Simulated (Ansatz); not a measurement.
## Single-point calculation of W (part 1 of 2)

W (slab, 18 atoms in the cell), computed with DFT PBE, scalar-relativistic, plane waves, PAW, no spin polarisation (Ansatz 0.2.0).

The structure derives from an entry of the Crystallography Open Database. It belongs to a series of runs on one base structure; here: the film alone at its places in the stack. Figures and captions count atoms from 1; the log counts them from 0 in places.

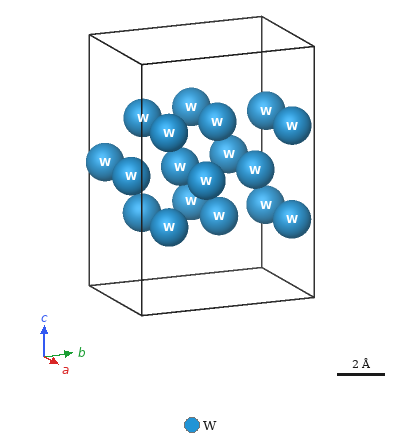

Figure 1. The structure (spheres-only view of the cell of the calculation, with the vacuum cut short, seen slightly off an axis). An atom can appear more than once, as a periodic image.

**The input**
```yaml
crystal:
  lattice:
    - [5.7610695454, 0.0, 0.0]
    - [0.0, 8.1473826848, 0.0]
    - [0.0, 0.0, 28.3270189633]
  atoms:
    - { symbol: W, position: [0.2868677464, 0.2177111823, 0.5704807533] }
    - { symbol: W, position: [0.7898942477, 0.2225772583, 0.5708340578] }
    - { symbol: W, position: [0.6223658549, 0.5625295918, 0.5711652782] }
    - { symbol: W, position: [0.4402798383, 0.8875612331, 0.5711704631] }
    - { symbol: W, position: [0.1127288198, 0.5572368506, 0.5710213041] }
    - { symbol: W, position: [0.9389713242, 0.8897513946, 0.5716538946] }
    - { symbol: W, position: [0.1138546232, 0.0560946823, 0.6469497484] }
    - { symbol: W, position: [0.612651051, 0.0563878835, 0.6483574752] }
    - { symbol: W, position: [0.4506199318, 0.3898165276, 0.6462830668] }
    - { symbol: W, position: [0.2819702007, 0.72215935, 0.6484636343] }
    - { symbol: W, position: [0.9508639077, 0.3901761226, 0.6477096214] }
    - { symbol: W, position: [0.7821307987, 0.7244680553, 0.6474726252] }
    - { symbol: W, position: [0.946349562, 0.8888367254, 0.7201922783] }
    - { symbol: W, position: [0.4483204984, 0.8891614732, 0.7201891967] }
    - { symbol: W, position: [0.2811542474, 0.2234269512, 0.7198711256] }
    - { symbol: W, position: [0.1162169514, 0.5560226989, 0.7200052608] }
    - { symbol: W, position: [0.7806580479, 0.2241176063, 0.7197351147] }
    - { symbol: W, position: [0.6164858096, 0.5543955766, 0.7201797419] }
basis:
  ecutwfc: 420
kpoints:
  mp_grid: { grid: [6, 5, 1] }
hamiltonian:
  xc: pbe
scf:
  occupations: { method: gaussian, width: 0.1 }
output:
  forces: true
  stress: true
  eigenvalues: true
  write_density: true
  write_potential: true
  elf: true
  volumetric_format: npy
efield:
  axis: 3
  dipole_correction: true
  ramp_width: 0.04
```

Run on 8 threads of Arm Neoverse V1, 24 GiB of memory available, shared host.

Run as:
```bash
ansatz run input.yaml --threads 8 --pin off --max-ram 20480MiB --backend cpu --events-out ev --progress --plain --runs-dir out
```

**Output**
```
Engine: ansatz 0.2.0, aarch64-unknown-linux-gnu
Pseudopotentials: kind: paw
Pseudopotential: W, paw, valence charge 14, recommended cutoff 420 eV (normal), W.paw.azcp
Functional definition: PBE
  parameter kappa = 0.804
  parameter beta = 0.06672455060314922
  exchange = pbe_x(kappa = kappa, mu = beta*pi^2/3)
  correlation = pbe_c(beta = beta)
Crystal: 18 atoms, lattice volume = 1329.603 Å³
Basis set: ecut = 420 eV, 26027 PW (Γ), exchange–correlation on 80×120×384 points (8 copies of the dense FFT grid, shifted against one another)
Bands: 152, of which v1, the nominal top of the filled ones, is band 126 counted from 1 (125 counted from 0)
Symmetry: 1 space group operations
Space group: P1 (ITA 1), of the structure as read, at distance tolerance 1.1e-4 Å
k-points: 16 of 30 (time reversal used)
Non-local potential: W, projectors of the file, l = 0: 3, l = 1: 2, l = 2: 2, l = 3: 1
PAW form: soft (Blöchl's): semilocal exchange-correlation on the pseudo side does not see the compensation charge
PAW one-centre angular grid: W, 590 points (default); XC on 64 Gauss nodes
Initial density: superposition of atomic densities (neutral atoms: chi_scale 0, normalization atom), corrected by the library's trained network
Initial wavefunctions: pseudopotential atomic-orbital guess
Functional: x = pbe(κ = 0.804, μ = 0.2195149727645171), c = pbe(β = 0.06672455060314922)
SCF iter   1: F=—  HF=-186905.335513 eV  |F-HF|=—  |Δ(HF+E_count)|=         —  Δρ=5.77e-3  dr2=1.99e0  ethr=1.77e-3  p=0.028 e·Å  D=3.83e-3 V/Å  ΔV_dip=-0.11 eV  dr2_dipole=3.98e-3  V_vac-E_F(+/−)=4.87/4.98 eV  ⟨swp⟩=9.9  Hψ=12094  notcnv=0
efield: sawtooth ramp at fractional position 0.1253 (placed from the atoms, in the widest stretch of the axis that holds none; the zero of the levels goes with the place), width 0.0400; the density the first Hamiltonian is built on has a dipole p = 0.028 e·Å; the dipole correction subtracts the counter field D = 3.83e-3 V/Å, which shifts the + side's vacuum level by -0.11 eV against the − side's; the planar-averaged density in the ramp window peaks in size at 2.7e-7 e/Å³
preconditioner: auto → LDOS  [metal: Δε(μ)=0.046 eV  Ē_g=4.073 eV  σ=0.100 eV  W_gap=0.25  n_scr=196 (ndim 8)  ℏωp=10.6 eV  f_vac=0.693  D(μ)=14.65/eV (n_scr^D=72)  β→1.0]
SCF iter   2: F=—  HF=-186905.295591 eV  |F-HF|=—  |Δ(HF+E_count)|=   3.99e-2  Δρ=4.08e-3  dr2=1.21e0  ethr=7.90e-4  p=0.037 e·Å  D=5.10e-3 V/Å  ΔV_dip=-0.14 eV  dr2_dipole=7.23e-3  V_vac-E_F(+/−)=4.68/4.82 eV  ⟨swp⟩=2.9  Hψ=3823  notcnv=0  defer=245
SCF iter   3: F=—  HF=-186905.199356 eV  |F-HF|=—  |Δ(HF+E_count)|=   9.62e-2  Δρ=4.32e-4  dr2=1.04e-2  ethr=4.81e-4  p=0.034 e·Å  D=4.64e-3 V/Å  ΔV_dip=-0.13 eV  dr2_dipole=9.17e-6  V_vac-E_F(+/−)=4.74/4.87 eV  ⟨swp⟩=2.0  Hψ=3156  notcnv=0  defer=245
SCF iter   4: F=—  HF=-186905.200238 eV  |F-HF|=—  |Δ(HF+E_count)|=   8.82e-4  Δρ=1.22e-4  dr2=3.45e-4  ethr=4.13e-6  p=0.035 e·Å  D=4.70e-3 V/Å  ΔV_dip=-0.13 eV  dr2_dipole=5.02e-6  V_vac-E_F(+/−)=4.71/4.85 eV  ⟨swp⟩=2.8  Hψ=3511  notcnv=0  defer=245
SCF iter   5: F=—  HF=-186905.200354 eV  |F-HF|=—  |Δ(HF+E_count)|=   1.16e-4  Δρ=4.44e-5  dr2=6.82e-5  ethr=1.37e-7  p=0.035 e·Å  D=4.70e-3 V/Å  ΔV_dip=-0.13 eV  dr2_dipole=2.29e-6  V_vac-E_F(+/−)=4.71/4.84 eV  ⟨swp⟩=3.6  Hψ=4883  notcnv=0  defer=245
SCF iter   6: F=—  HF=-186905.200618 eV  |F-HF|=—  |Δ(HF+E_count)|=   2.65e-4  Δρ=2.02e-5  dr2=1.53e-5  ethr=2.71e-8  p=0.034 e·Å  D=4.68e-3 V/Å  ΔV_dip=-0.13 eV  dr2_dipole=6.92e-8  V_vac-E_F(+/−)=4.70/4.84 eV  ⟨swp⟩=2.1  Hψ=3920  notcnv=0  defer=218
SCF iter   7: F=—  HF=-186905.200618 eV  |F-HF|=—  |Δ(HF+E_count)|=   2.65e-8  Δρ=4.88e-6  dr2=7.61e-7  ethr=6.06e-9  p=0.034 e·Å  D=4.68e-3 V/Å  ΔV_dip=-0.13 eV  dr2_dipole=2.20e-8  V_vac-E_F(+/−)=4.70/4.83 eV  ⟨swp⟩=2.8  Hψ=4160  notcnv=0  defer=218
SCF iter   8: F=—  HF=-186905.200619 eV  |F-HF|=—  |Δ(HF+E_count)|=   8.21e-7  Δρ=1.96e-6  dr2=1.52e-7  ethr=3.97e-11  p=0.034 e·Å  D=4.68e-3 V/Å  ΔV_dip=-0.13 eV  dr2_dipole=3.61e-9  V_vac-E_F(+/−)=4.70/4.83 eV  ⟨swp⟩=34.9  Hψ=24254  notcnv=0
SCF iter   9: F=-186905.200619 eV  HF=-186905.200619 eV  |F-HF|=3.69e-8  |Δ(HF+E_count)|=   7.14e-8  Δρ=5.85e-7  dr2=7.23e-9  ethr=3.97e-11  p=0.034 e·Å  D=4.68e-3 V/Å  ΔV_dip=-0.13 eV  dr2_dipole=8.52e-13  V_vac-E_F(+/−)=4.70/4.83 eV  ⟨swp⟩=11.1  Hψ=17566  notcnv=0
SCF 1 converged in 9 iterations: F = -186905.200619 eV  dr2 = 7.23e-9
  greatest PAW one-centre occupation: 1.000 electrons in one spin orbital (limit 2), on the W atom at site 0 (counted from 0), in its partial waves of l = 0
SCF converged after 9 iterations
Free energy (F): -186905.200619 eV
Harris-Foulkes:  -186905.200619 eV  (|F-HF|=3.69e-8)
Internal energy: -186905.118672 eV  (E = F + TS)
E sigma→0 (E₀):  -186905.159645 eV
Entropy (-TS):   -0.081947 eV (-4.553 meV/atom)
Fermi energy:    1.176868 eV
Dipole field:    D = 0.004682 V/Å  (p = 0.034405 e·Å, saw-weighted, corrected)
Work function:   Φ+ = 4.7011 eV   Φ− = 4.8337 eV
Levels:          The Fermi level and band energies are counted from a zero that moves with the ramp; work functions are not
--- Per-component energies (eV) ---
  E_band       = -6779.236376
  E_kinetic    = 8010.090131
  E_local      = -366122.243125  (includes V_loc(G=0)·N_el)
  E_nonlocal   = 24.406638
  E_hartree    = 178896.375089
  E_xc         = -4759.781404
  E_vxc        = -4238.385427  (∫ρ·V_xc dr)
  E_paw        = -154122.218179  (= ΣΔE_a)
  E_vpaw       = -2245.811569  (= ΣTr[D̂ρ^β])
  E_aug_tail   = -0.001056  (compensation charges beyond the density's cutoff)
  E_efield     = 0.000081  (sawtooth field / dipole correction)
  E_vefield    = -0.028950  (∫n·V_field dr)
  E_ewald      = 151168.253154
  E_smearing   = -0.081947  (= −TS)
  E_closure    = 0.000000  (closes the sum)
  Σ components = -186905.200619   (vs F -186905.200619, Δ=0.00e0)
--- Forces (eV/Å), atoms counted from 1 ---
  atom   1  W     -0.12393433     0.21256107     0.70619555
  atom   2  W     -0.22537004    -0.03057830     0.67208613
  atom   3  W     -0.18831330    -0.33960490     0.57200585
  atom   4  W      0.22271499     0.11520411     0.65715911
  atom   5  W      0.08669732     0.02244052     0.71495241
  atom   6  W      0.24063478     0.05025651     0.41369998
  atom   7  W      0.02676836    -0.00048016    -0.44198269
  atom   8  W      0.11500750     0.00252592    -1.08798049
  atom   9  W     -0.01882853    -0.01070501    -0.43789060
  atom  10  W     -0.07955496     0.04757026    -1.11914178
  atom  11  W     -0.03584551    -0.02955237    -0.98196361
  atom  12  W     -0.07328545    -0.12593572    -0.60265485
  atom  13  W      0.09258335     0.13079272     0.13644276
  atom  14  W     -0.01282246     0.04490563     0.23007514
  atom  15  W      0.04403283     0.03442875    -0.00835930
  atom  16  W     -0.02057479    -0.04295408     0.29220349
  atom  17  W      0.01252401    -0.07625637     0.27692188
  atom  18  W     -0.06243419    -0.00461875     0.00823862
  max |Σ_I F_I| component: 7.58e-6 eV/Å
--- Stress (GPa, compression-positive) ---
       -6.765995      -0.488230       0.010928
       -0.488230      -7.032299       0.013444
        0.010928       0.013444      -0.748985
  P = ⅓ Tr σ = -4.8491 GPa (-48.491 kbar)
--- Band table (eV; the first three rows and the last of 16) ---
  k-point 0: bands = ["-72.9169", "-72.8754", "-72.8696", "-72.8583", "-72.8507", "-72.8439", "-72.8057", "-72.7951", "-72.7673", "-72.7626", "-72.7572", "-72.7322", "-72.7241", "-72.7169", "-72.7135", "-72.6833", "-72.6778", "-72.6585", "-37.6186", "-37.6081", "-37.5997", "-37.5673", "-37.5582", "-37.5497", "-37.4806", "-37.4692", "-37.4602", "-37.4435", "-37.3640", "-37.3611", "-37.2448", "-37.2317", "-37.2263", "-37.1474", "-37.1448", "-37.1027", "-37.0982", "-37.0901", "-37.0818", "-37.0786", "-37.0714", "-37.0690", "-37.0557", "-37.0523", "-37.0331", "-36.9955", "-36.9895", "-36.9631", "-36.8918", "-36.8800", "-36.8027", "-36.7972", "-36.7966", "-36.7848", "-36.7651", "-36.7633", "-36.7255", "-36.7172", "-36.6932", "-36.6815", "-36.6788", "-36.6464", "-36.6246", "-36.6083", "-36.6041", "-36.5767", "-36.5699", "-36.5588", "-36.5363", "-36.5294", "-36.5065", "-36.4977", "-7.1286", "-4.8903", "-4.7303", "-4.7129", "-4.2874", "-4.0164", "-3.6303", "-3.6207", "-3.5180", "-3.5000", "-3.4502", "-3.4086", "-3.2682", "-3.2427", "-2.7419", "-2.7092", "-2.3397", "-2.1685", "-2.1572", "-1.9063", "-1.7647", "-1.7155", "-1.6776", "-1.5944", "-1.5418", "-1.5331", "-1.4821", "-1.4523", "-1.2022", "-1.1412", "-0.8921", "-0.8479", "-0.6453", "-0.5968", "-0.5903", "-0.5672", "-0.5078", "-0.3917", "-0.3647", "0.0320", "0.0934", "0.1590", "0.1870", "0.2050", "0.2297", "0.3442", "0.3585", "0.3843", "0.4408", "0.5553", "0.6116", "0.8023", "1.0548", "1.5773", "1.6190", "1.6552", "1.8555", "2.1502", "2.2078", "2.3689", "2.4780", "2.5337", "2.6887", "2.7258", "2.8121", "2.8236", "2.8448", "2.8918", "2.9890", "3.0237", "3.0393", "3.0539", "3.0718", "3.1332", "3.1669", "3.2538", "3.3143", "3.3456", "3.3811", "3.3995"]
```
